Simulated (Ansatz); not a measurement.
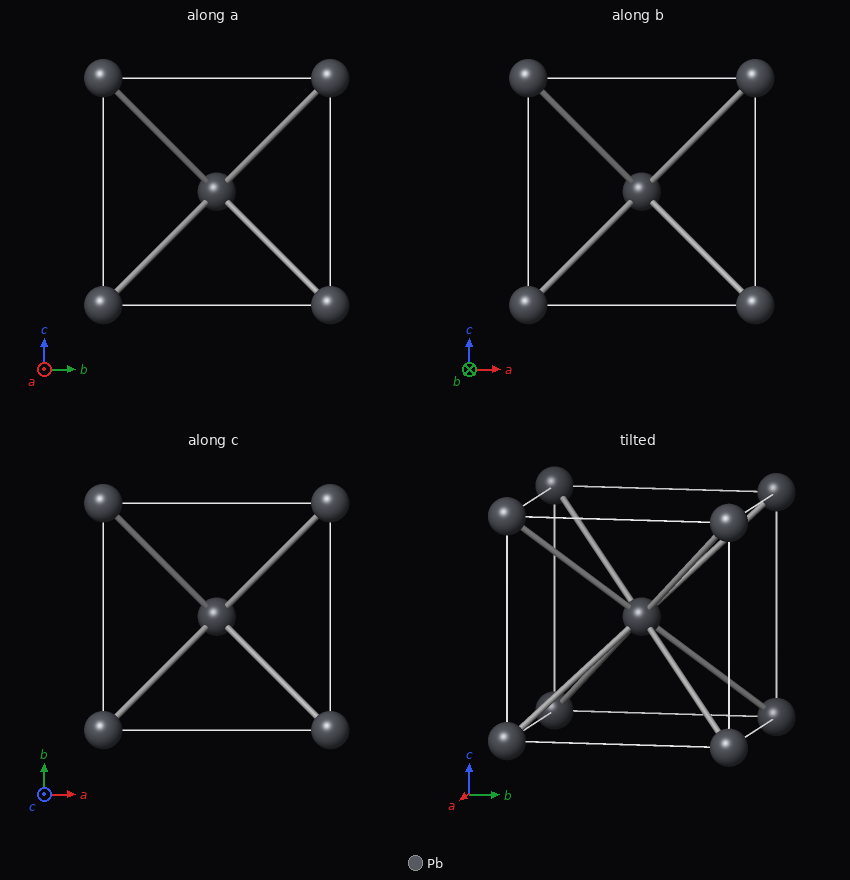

Ball-and-stick drawing of the structure, looking along the a axis, along the b axis, along the c axis and slightly off an axis. The conventional unit cell is drawn as a box.

Lattice parameters: a = 3.960 Å, b = 3.960 Å, c = 3.960 Å, α = 90.00°, β = 90.00°, γ = 90.00°. Put a along x and b in the xy plane.

### Put the structure into a POSCAR file.

```
Pb
1.0
     3.960    0.000    0.000
     0.000    3.960    0.000
     0.000    0.000    3.960
Pb
2
Direct
  0.0000 0.0000 0.0000
  0.5000 0.5000 0.5000
```

Source of the structure: a structure type filled with this element by a generator (whether the element takes this form wasn't checked). Earlier steps of the study may have refined or changed the cell and positions. It went into a calculation with Ansatz.
